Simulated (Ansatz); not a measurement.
WSe$_{2}$

The calculation's input:

```
crystal:
  lattice:
    - [0.0, -5.7435039201, 0.0]
    - [4.9740203015, -2.87175196, 0.0]
    - [0.0, -1.9145013067, 6.8947970457]
  atoms:
    - { symbol: W, position: [0.6659955648, 0.6666666667, 0.0020133057] }
    - { symbol: W, position: [0.3326622314, 0.3333333333, 0.0020133057] }
    - { symbol: W, position: [0.9993288981, 0.0, 0.0020133057] }
    - { symbol: Se, position: [0.2523464523, 0.6666666667, 0.242960643] }
    - { symbol: Se, position: [0.919013119, 0.3333333333, 0.242960643] }
    - { symbol: Se, position: [0.5856797857, 1.0, 0.242960643] }
    - { symbol: Se, position: [0.4129579829, 0.6666666667, 0.7611260513] }
    - { symbol: Se, position: [0.0796246496, 0.3333333333, 0.7611260513] }
    - { symbol: Se, position: [0.7462913162, 0.0, 0.7611260513] }
basis:
  ecutwfc: 500
kpoints:
  mp_grid: { grid: [6, 6, 4] }
hamiltonian:
  xc: r2scan
scf:
  occupations: { method: gaussian, width: 0.02 }
output:
  forces: true
  stress: true
  eigenvalues: true
  write_density: true
  write_potential: true
  elf: true
  volumetric_format: npy
relax:
  adjacent_minimum: "off"
  f_tol: 0.015
  max_steps: 60
  cell: { stress_tol: 0.15 }
```

Launched as:

```sh
ansatz run input.yaml --threads 2 --pin off --max-ram 5120MiB --backend cpu --events-out ev --progress --plain --runs-dir out
```

Space group R3m; a structure from a database of computed crystals, not necessarily the ambient phase.

Method: DFT r2SCAN, scalar-relativistic, plane waves, PAW in Ansatz 0.2.0.

Core electrons are frozen (PAW), and the valence fields are smoothed inside the atomic spheres.

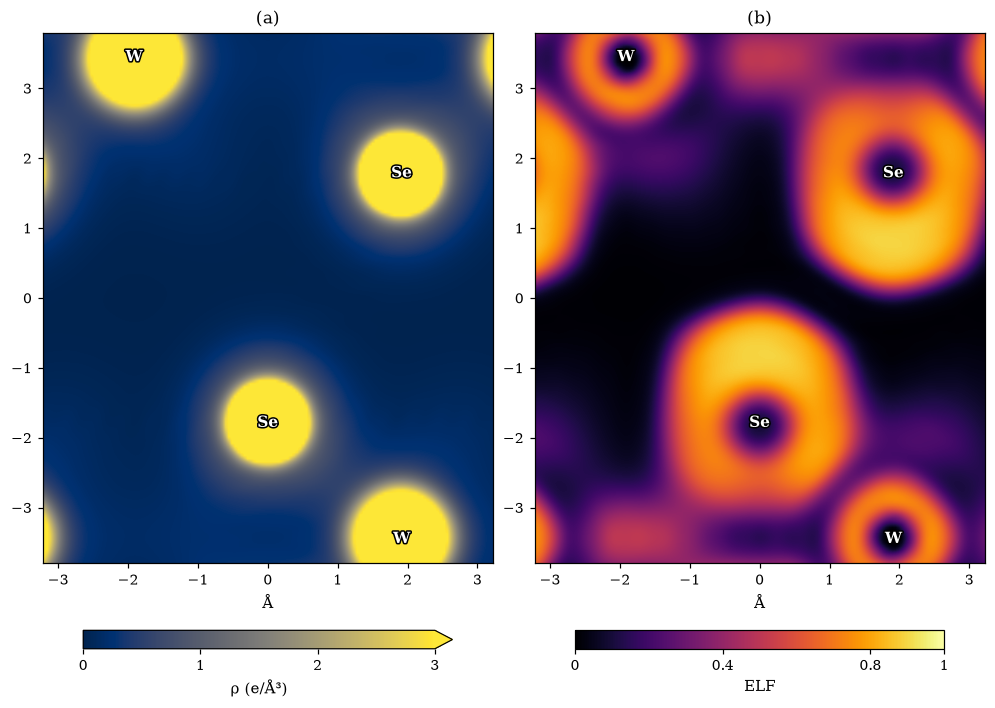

Figure 1. (a) valence electron density; (b) electron localisation function on the (010) plane of the calculation cell.

What does the map show?

Answer.
- The section cuts through W and Se sites.
- W–Se (2.53 Å): ρ is about 0.56 e/Å³ halfway; the ELF is about 0.55 at the midpoint.
- Between the atoms the lowest density in this plane is 0.009 e/Å³.
- The features right at W lie inside the PAW spheres, where the map follows smoothed inner orbitals and isn't to be read closely.

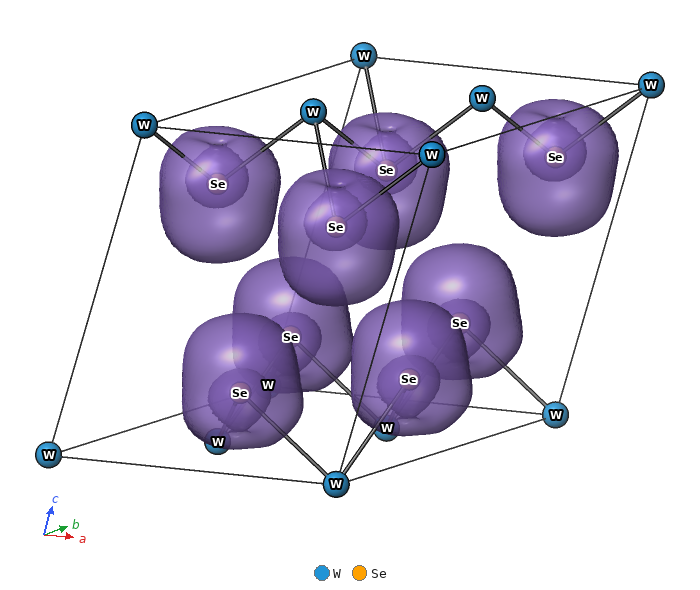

Figure 2. Isosurface of the electron localisation function at 0.65 (purple), seen at an oblique angle. Core shells and regions of very low density are left out. Sticks mark near contacts.

What do the ELF domains correspond to?

Answer. The surface consists of six regions wrapped around Se (the valence shell of each), counted in one cell of 9 atoms. Regions shared between cells count once.

Does the calculation make it a metal, or give it a gap?

Answer. It is gapped, with a Kohn–Sham gap of 1.4 eV on the k-point mesh (the band edges may lie off the mesh, which would make the gap smaller).
